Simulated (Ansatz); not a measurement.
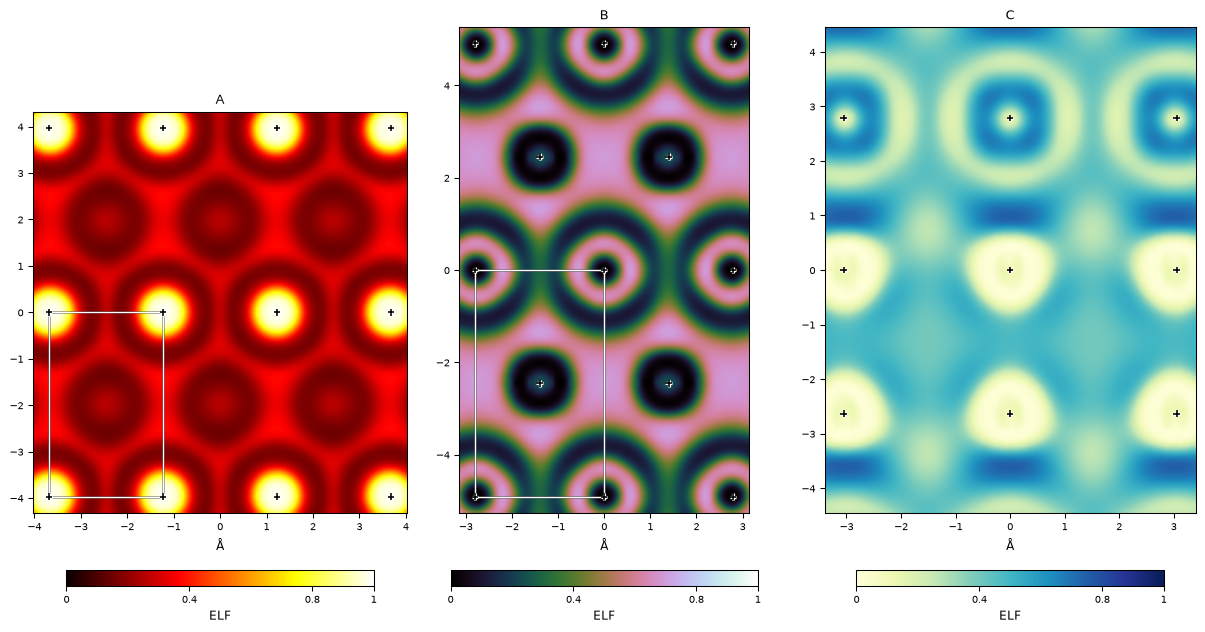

The electron localisation function of 3 systems, each on a plane through atoms (crosses mark nuclei in the plane).

The calculation used Ansatz 0.2.0, DFT PBEsol, scalar-relativistic, plane waves, PAW.

System 1: Co, the (010) plane of the conventional cell. Space group P6₃/mmc; a structure from a database of computed crystals, not necessarily the ambient phase; spin-polarised.

System 2: Al2Ru, the (100) plane of the conventional cell. Space group I4/mmm; a structure from a database of computed crystals, not necessarily the ambient phase; computed pressure about 15 GPa in this cell; computed without spin polarisation.

System 3: TiAl, the (101) plane of the conventional cell. Space group P4/mmm; computed without spin polarisation.

```
Ti Al
1.0
     2.79516    0.00000    0.00000
     0.00000    2.79516    0.00000
     0.00000    0.00000    4.03874
Ti Al
1 1
Direct
  0.00000 0.00000 0.00000
  0.50000 0.50000 0.50000
```

**Which map belongs to which system?**

Panel A is system 1, Co: the plane holds Co. Co–Co (2.46 Å): the ELF is about 0.25 at the midpoint (no shared electron pair shows on this line). Panel B is system 3, TiAl: the plane holds Ti and Al. Ti–Ti (2.80 Å): the ELF is about 0.30 at the midpoint. Panel C is system 2, Al2Ru: the plane holds Al and Ru. Al–Al (2.63 Å): the ELF is about 0.50 at the midpoint.
